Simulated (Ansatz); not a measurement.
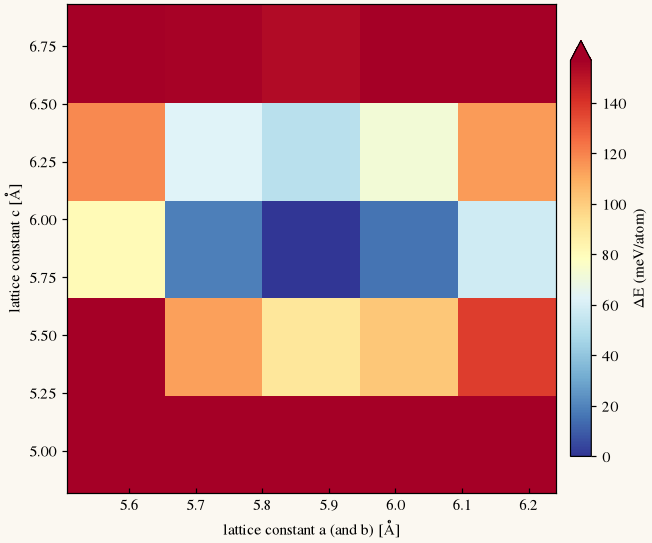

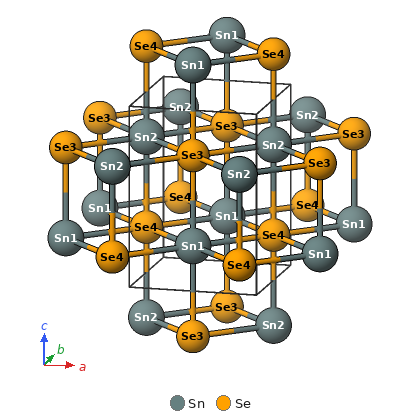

Energy landscape of SnSe (Fm-3m, No. 225; 4 atoms in the cell). The energy is mapped over the lattice constants a and c of the conventional cell. The first coordinate is: lattice constant a (and b); the second: lattice constant c. Nothing is relaxed (fractional coordinates fixed). The grid has 5 × 5 points. Energies are in meV/atom, from the lowest grid point. The band gap closes in part of the range. The D3 coefficients switch with the coordination numbers inside this range, which puts artificial structure into the map. Computed with DFT PBEsol+D3(BJ), scalar-relativistic, plane waves, PAW in Ansatz 0.2.0. Settings: cutoff 420 eV, k-mesh 8×8×6 in the order of the run's cell vectors, gaussian smearing 0.03 eV, no spin polarisation.

In the figure: one coloured cell a grid point, one colour for all values above the top of the scale. The second picture is the structure at the lowest point

### Summarise what can be read from the map.

The lowest grid point is at lattice constant a (and b) = 5.874 Å, lattice constant c = 5.87 Å. The highest grid point, lattice constant a (and b) = 5.580 Å, lattice constant c = 5.03 Å, lies 572 meV/atom above the lowest.

The values on the grid:

```tsv
lattice constant c ↓, lattice constant a (and b) →	5.580	5.727	5.874	6.021	6.167
6.72	201	156	153	172	207
6.30	118	63	51	72	114
5.87	81	19	0	16	58
5.45	181	113	91	102	138
5.03	572	492	451	439	450
```

Each point was launched as `ansatz run input.yaml --threads 1 --pin off --max-ram 2048MiB --backend cpu --events-out ev --progress --plain --runs-dir out`. Time for the 25 points that were run: 11 min on 1 thread of Arm Neoverse N1 (shared host).
